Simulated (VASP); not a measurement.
**Run report: MoSe2, band-structure run (part 1 of 2)**

System: MoSe2 (P6₃/mmc, 6 atoms in the cell).
Method: Kohn-Sham DFT of a periodic cell, PBE, VASP PAW PBE potentials, recommended, release 54, no spin polarisation (VASP 6.6.1).

The structure derives from an entry of the Crystallography Open Database.

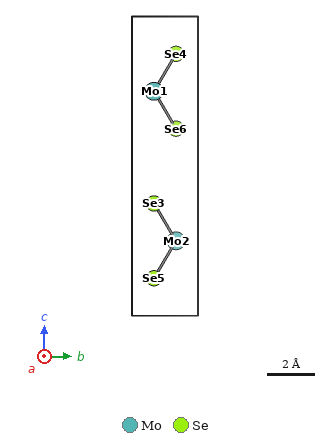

*The structure (ball-and-stick view of the cell of the calculation, along the a axis; atoms are numbered from 1 in the order of the input).*

Near neighbours in the crystal (not all of them lie inside the picture): Mo has 6 Se at 2.49 Å; Se has 3 Mo at 2.49 Å.

INCAR:
```
SYSTEM = MoSe2
PREC     = Accurate       ! precision mode
ENCUT    = 520            ! plane-wave cutoff, eV
EDIFF    = 1E-6           ! SCF threshold, eV
ISMEAR   = -1             ! smearing method
SIGMA    = 0.05           ! smearing width, eV
LREAL    = .False.        ! projectors in reciprocal space
LASPH    = .True.         ! aspherical terms in the spheres
NELM     = 60             ! most SCF steps
ALGO     = Normal         ! electronic algorithm
ISIF     = 2              ! what is computed and relaxed
LWAVE    = .False.        ! write WAVECAR
LCHARG   = .False.        ! write CHGCAR
LMAXMIX  = 4              ! l up to which the mixer works
GGA      = PE             ! functional
NBANDS   = 35             ! bands
```

KPOINTS:
```
Automatic mesh
0
Gamma
  9 9 2
  0 0 0
```

KPOINTS_OPT:
```
path GMKGALHA,LM,KH
20
line-mode
reciprocal
 0.0000000000  0.0000000000  0.0000000000  G
 0.5000000000  0.0000000000  0.0000000000  M

 0.5000000000  0.0000000000  0.0000000000  M
 0.3333333333  0.3333333333  0.0000000000  K

 0.3333333333  0.3333333333  0.0000000000  K
 0.0000000000  0.0000000000  0.0000000000  G

 0.0000000000  0.0000000000  0.0000000000  G
 0.0000000000  0.0000000000  0.5000000000  A

 0.0000000000  0.0000000000  0.5000000000  A
 0.5000000000  0.0000000000  0.5000000000  L

 0.5000000000  0.0000000000  0.5000000000  L
 0.3333333333  0.3333333333  0.5000000000  H

 0.3333333333  0.3333333333  0.5000000000  H
 0.0000000000  0.0000000000  0.5000000000  A

 0.5000000000  0.0000000000  0.5000000000  L
 0.5000000000  0.0000000000  0.0000000000  M

 0.3333333333  0.3333333333  0.0000000000  K
 0.3333333333  0.3333333333  0.5000000000  H
```

POSCAR:
```
MoSe2
1.0
    3.2880000000      0.0000000000      0.0000000000
   -1.6440000000      2.8474915276      0.0000000000
    0.0000000000      0.0000000000     12.9000000000
Mo Se
2 4
Direct
    0.6666666667      0.3333333333      0.7500000000
    0.3333333333      0.6666666667      0.2500000000
    0.6666666667      0.3333333333      0.3750000000
    0.3333333333      0.6666666667      0.8750000000
    0.6666666667      0.3333333333      0.1250000000
    0.3333333333      0.6666666667      0.6250000000
```

Launched with:
```bash
cat potpaw_PBE.54/Mo_sv/POTCAR potpaw_PBE.54/Se/POTCAR > POTCAR
mpirun -np 1 vasp_std > vasp.out
```

OSZICAR:
```
N       E                     dE             d eps       ncg     rms          rms(c)
DAV:   1     0.440159750711E+03    0.44016E+03   -0.28748E+04  1872   0.139E+03
DAV:   2    -0.195575495138E+02   -0.45972E+03   -0.44523E+03  2082   0.354E+02
DAV:   3    -0.412126056346E+02   -0.21655E+02   -0.21283E+02  2017   0.694E+01
DAV:   4    -0.415742817150E+02   -0.36168E+00   -0.36051E+00  1999   0.885E+00
DAV:   5    -0.415785337645E+02   -0.42520E-02   -0.42504E-02  1975   0.951E-01    0.275E+01
DAV:   6    -0.403237221666E+02    0.12548E+01   -0.77876E+00  1823   0.177E+01    0.784E+00
DAV:   7    -0.400422544415E+02    0.28147E+00   -0.43713E+00  1748   0.122E+01    0.703E+00
DAV:   8    -0.397210696944E+02    0.32118E+00   -0.63819E-01  1773   0.533E+00    0.191E+00
DAV:   9    -0.397254566669E+02   -0.43870E-02   -0.10010E-01  1889   0.152E+00    0.992E-01
DAV:  10    -0.397219597961E+02    0.34969E-02   -0.14565E-02  1805   0.786E-01    0.140E-01
[... 66 further cycles ...]
DAV:   8    -0.127926763097E+05   -0.26101E-05     1589
DAV:   9    -0.127926763098E+05   -0.12633E-06     1259
       N       E                     dE             ncg
DAV:   1     0.235185058733E+05   -0.26120E+05      952
DAV:   2     0.183130277793E+05   -0.52055E+04     1018
DAV:   3     0.180799067170E+05   -0.23312E+03     1040
DAV:   4     0.180766994750E+05   -0.32072E+01      981
DAV:   5     0.180766682534E+05   -0.31222E-01      966
DAV:   6     0.180766676875E+05   -0.56590E-03     1005
DAV:   7     0.180766676733E+05   -0.14192E-04      931
DAV:   8     0.180766676728E+05   -0.45256E-06      741
```

Parts of OUTCAR:
```
SYSTEM = MoSe2
   PREC = Accurate
   ENCUT = 520
   EDIFF = 1E-6
   ISMEAR = -1
   LREAL = .False.
   LASPH = .True.
   NELM = 60
   ISIF = 2
   GGA = PE

 ion  position               nearest neighbor table
   1  0.667  0.333  0.750-   4 2.49   6 2.49   4 2.49   6 2.49   4 2.49   6 2.49
   2  0.333  0.667  0.250-   3 2.49   5 2.49   3 2.49   5 2.49   3 2.49   5 2.49
   3  0.667  0.333  0.375-   2 2.49   2 2.49   2 2.49
   4  0.333  0.667  0.875-   1 2.49   1 2.49   1 2.49
   5  0.667  0.333  0.125-   2 2.49   2 2.49   2 2.49
   6  0.333  0.667  0.625-   1 2.49   1 2.49   1 2.49

  LATTYP: Found a hexagonal cell.
 ALAT       =     3.2880000000
 C/A-ratio  =     3.9233576642

  Lattice vectors:

 A1 = (   3.2880000000,   0.0000000000,   0.0000000000)
 A2 = (  -1.6440000000,   2.8474915276,   0.0000000000)
 A3 = (   0.0000000000,   0.0000000000,  12.9000000000)

Analysis of symmetry for initial positions (statically):
=====================================================================
 Subroutine PRICEL returns:
 Original cell was already a primitive cell.

 Routine SETGRP: Setting up the symmetry group for a
 hexagonal supercell.

 Subroutine GETGRP returns: Found 24 space group operations
 (whereof 12 operations were pure point group operations)
 out of a pool of 24 trial point group operations.

The static configuration has the point symmetry D_3d.
 The point group associated with its full space group is D_6h.

Analysis of symmetry for dynamics (positions and initial velocities):
=====================================================================
 Subroutine PRICEL returns:
 Original cell was already a primitive cell.

 Routine SETGRP: Setting up the symmetry group for a
 hexagonal supercell.

 Subroutine GETGRP returns: Found 24 space group operations
 (whereof 12 operations were pure point group operations)
 out of a pool of 24 trial point group operations.

The dynamic configuration has the point symmetry D_3d.
 The point group associated with its full space group is D_6h.

 Subroutine INISYM returns: Found 24 space group operations
 (whereof 12 operations are pure point group operations),
 and found     1 'primitive' translations

----------------------------------------------------------------------------------------

                                     Primitive cell

  volume of cell :     120.7769

  direct lattice vectors                    reciprocal lattice vectors
     3.288000000  0.000000000  0.000000000     0.304136253  0.175593148  0.000000000
    -1.644000000  2.847491528  0.000000000     0.000000000  0.351186295  0.000000000
     0.000000000  0.000000000 12.900000000     0.000000000  0.000000000  0.077519380

  length of vectors
     3.288000000  3.288000000 12.900000000     0.351186295  0.351186295  0.077519380

  position of ions in fractional coordinates (direct lattice)
     0.666666667  0.333333333  0.750000000
     0.333333333  0.666666667  0.250000000
     0.666666667  0.333333333  0.375000000
     0.333333333  0.666666667  0.875000000
     0.666666667  0.333333333  0.125000000
     0.333333333  0.666666667  0.625000000

  ion indices of the primitive-cell ions
   primitive index   ion index
                 1           1
                 2           2
                 3           3
                 4           4
                 5           5
                 6           6

----------------------------------------------------------------------------------------

 KPOINTS: Automatic mesh

Automatic generation of k-mesh.
 Grid dimensions read from file:
 generate k-points for:    9    9    2

 Generating k-lattice:

  Cartesian coordinates                     Fractional coordinates (reciprocal lattice)
     0.033792917  0.019510350  0.000000000     0.111111111  0.000000000  0.000000000
     0.000000000  0.039020699  0.000000000     0.000000000  0.111111111  0.000000000
     0.000000000  0.000000000  0.038759690     0.000000000  0.000000000  0.500000000

  Length of vectors
     0.039020699  0.039020699  0.038759690

  Shift w.r.t. Gamma in fractional coordinates (k-lattice)
     0.000000000  0.000000000  0.000000000

 Subroutine IBZKPT returns following result:
 ===========================================

 Found     24 irreducible k-points:

 Following reciprocal coordinates:
            Coordinates               Weight
  0.000000  0.000000  0.000000      1.000000
  0.111111  0.000000  0.000000      6.000000
  0.222222 -0.000000  0.000000      6.000000
  0.333333  0.000000  0.000000      6.000000
  0.444444 -0.000000  0.000000      6.000000
  0.111111  0.111111  0.000000      6.000000
  0.222222  0.111111  0.000000     12.000000
  0.333333  0.111111  0.000000     12.000000
  0.444444  0.111111  0.000000      6.000000
  0.222222  0.222222  0.000000      6.000000
  0.333333  0.222222  0.000000     12.000000
  0.333333  0.333333  0.000000      2.000000
  0.000000  0.000000  0.500000      1.000000
  0.111111  0.000000  0.500000      6.000000
  0.222222 -0.000000  0.500000      6.000000
  0.333333  0.000000  0.500000      6.000000
  0.444444 -0.000000  0.500000      6.000000
  0.111111  0.111111  0.500000      6.000000
  0.222222  0.111111  0.500000     12.000000
  0.333333  0.111111  0.500000     12.000000
  0.444444  0.111111  0.500000      6.000000
  0.222222  0.222222  0.500000      6.000000
  0.333333  0.222222  0.500000     12.000000
  0.333333  0.333333  0.500000      2.000000
   k-points           NKPTS =     24   k-points in BZ     NKDIM =     24   number of bands    NBANDS=     35
   number of dos      NEDOS =    301   number of ions     NIONS =      6
   total plane-waves  NPLWV =  55296
   dimension x,y,z NGX =    24 NGY =   24 NGZ =   96
   dimension x,y,z NGXF=    48 NGYF=   48 NGZF=  192
   ions per type =               2   4
   NGX,Y,Z   is equivalent  to a cutoff of  12.13, 12.13, 12.37 a.u.
   NGXF,Y,Z  is equivalent  to a cutoff of  24.27, 24.27, 24.74 a.u.
 SYSTEM =  MoSe2
   PREC   = accura    normal or accurate (medium, high low for compatibility)
   ISTART =      0    job   : 0-new  1-cont  2-samecut
   ICHARG =      2    charge: 1-file 2-atom 10-const
   ISPIN  =      1    spin polarized calculation?
   LNONCOLLINEAR =      F non collinear calculations
   LSORBIT =      F    spin-orbit coupling
   LASPH  =      T    aspherical Exc in radial PAW
   ENCUT  =  520.0 eV  38.22 Ry    6.18 a.u.   6.11  6.11 23.99*2*pi/ulx,y,z
   NELM   =     60;   NELMIN=  2; NELMDL= -5     # of ELM steps
   EDIFF  = 0.1E-05   stopping-criterion for ELM
   LREAL  =      F    real-space projection
   EDIFFG = 0.1E-04   stopping-criterion for IOM
   NSW    =      0    number of steps for IOM
   IBRION =     -1    ionic relax: 0-MD 1-quasi-New 2-CG
   NFREE  =      0    steps in history (QN), initial steepest desc. (CG)
   ISIF   =      2    stress and relaxation
   ISYM   =      2    0-nonsym 1-usesym 2-fastsym
   POTIM  = 0.5000    time-step for ionic-motion
   TEBEG  =    0.0;   TEEND  =   0.0 temperature during run
   PSTRESS=    0.0 pullay stress
   NELECT =      52.0000    total number of electrons
   NUPDOWN=      -1.0000    fix difference up-down
   EMIN   =  10.00;   EMAX   =-10.00  energy-range for DOS
   EFERMI =   0.00;   METHOD = LEGACY
   ISMEAR =    -1;   SIGMA  =   0.05  broadening in eV -4-tet -1-fermi 0-gaus
   EFERMI_NEDOS =   21; number of points for ismear=-14 and -15
   IALGO  =     38    algorithm
   IMIX   =      4    mixing-type and parameters
     AMIX     =   0.40;   BMIX     =  1.00
     AMIX_MAG =   1.60;   BMIX_MAG =  1.00
  volume/ion in A,a.u.               =      20.13       135.84
  Fermi-wavevector in a.u.,A,eV,Ry     =   1.236179  2.336039 20.791580  1.528138
  Thomas-Fermi vector in A             =   2.370798
   LORBIT       =      0    0 simple, 1 ext, 2 COOP (PROOUT), +10 PAW based schemes
   GGA     = PE    functional components
   LHFCALC =     F    Hartree Fock is set to
   AEXX    =    0.0000 exact exchange contribution
   IVDW    =     0    specifies the selected vdW correction
   LEPSILON=     F    determine dielectric tensor
   LRPA    =     F    only Hartree local field effects (RPA)
 non-spin polarized calculation
  energy-cutoff  :      520.00
  volume of cell :      120.78
 maximum number of plane-waves:      3288
   NGX = 13   NGY = 13   NGZ = 47

 number of electron      52.0000001 magnetization

 Free energy of the ion-electron system (eV)
  ---------------------------------------------------
  ext. energy  EPLUGINS =         0.00000000
  ---------------------------------------------------
  free energy    TOTEN  =       -39.72224223 eV

  energy without entropy =      -39.72223560  energy(sigma->0) =      -39.72223891

 E-fermi :   6.9691     XC(G=0): -10.6391     alpha+bet :-12.2851

 val. band max:        6.5888526781   @ k =   0.0000   0.0000   0.0000
 cond. band min:       7.4694797307   @ k =   0.3333   0.3333   0.0000
 fundamental gap:      0.8806270526
 Fermi energy:         6.9690813820
```
